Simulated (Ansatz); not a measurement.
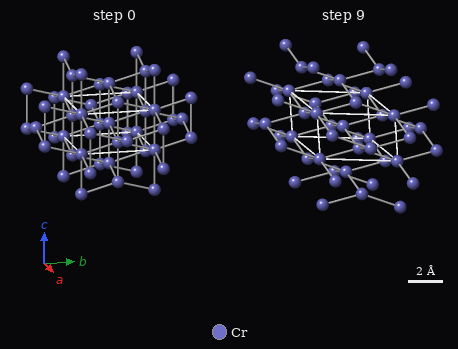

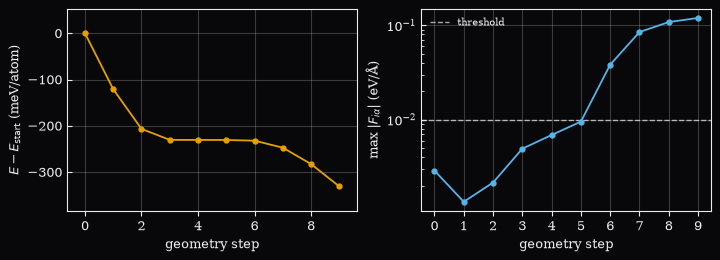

First and last geometry of a relaxation of crystalline Cr (a generated structure, set up in I4_1/amd), with the history of the run. A ball-and-stick model of the conventional cell (2 times the calculation's cell), seen slightly off an axis. Lengths and directions refer to the drawn axes.

Phase: beta-Sn type.

Method: Ansatz, DFT, r2SCAN, plane waves (500 eV) with PAW, scalar-relativistic. Settings: plane-wave cutoff 500 eV; k-point mesh 14 × 14 × 10; occupations fermi dirac; smearing width 0.05 eV; collinear spin; cell and atoms relaxed; force threshold 0.01 eV/Å; at most 60 steps.

Question: What do the curves and the structures tell?

Answer: The run was cut off at its time limit before the relaxation converged, so the last structure is only a point on the way. After 9 geometry steps the energy has fallen by 331 meV per atom. The largest force component goes from 0.0029 to 0.12 eV/Å. Pressure: 14.49 GPa at the start and 1.29 GPa at the end. The largest moves relative to the cell, 0.073 Å, are those of Cr atoms. The volume changes by +18.3 %, with a = b 4.518 → 4.703 Å (+4.1 %), c 2.467 → 2.809 Å (+13.9 %), α 90.0° → 96.9°, β 90.0° → 96.9°, γ 90.0° → 76.0°. Near-neighbour distances that change, for instance: Cr–Cr 2.467 → 2.809 Å, Cr–Cr 2.342 → 2.464 Å. Bond angles that change, for instance: Cr–Cr–Cr 94.0° → 115.9°, Cr–Cr–Cr 94.0° → 81.7°, Cr–Cr–Cr 94.0° → 99.4°. The space group (tolerance 0.01 Å) goes from I4_1/amd (No. 141) to C2/c (No. 15).

```csv
step,"E − E(0), meV/atom","largest force component, eV/Å","pressure, GPa","volume, Å³/atom"
0,0.00,0.0029,14.49,12.592
1,-120.85,0.0013,13.53,13.316
2,-206.73,0.0022,6.13,14.406
3,-230.33,0.0049,0.57,15.425
4,-230.54,0.0069,0.06,15.536
5,-230.64,0.0095,0.14,15.515
6,-232.13,0.0383,-1.01,15.771
7,-247.29,0.0849,2.55,14.973
8,-282.59,0.1083,1.69,15.024
9,-331.05,0.1198,1.29,14.896
```
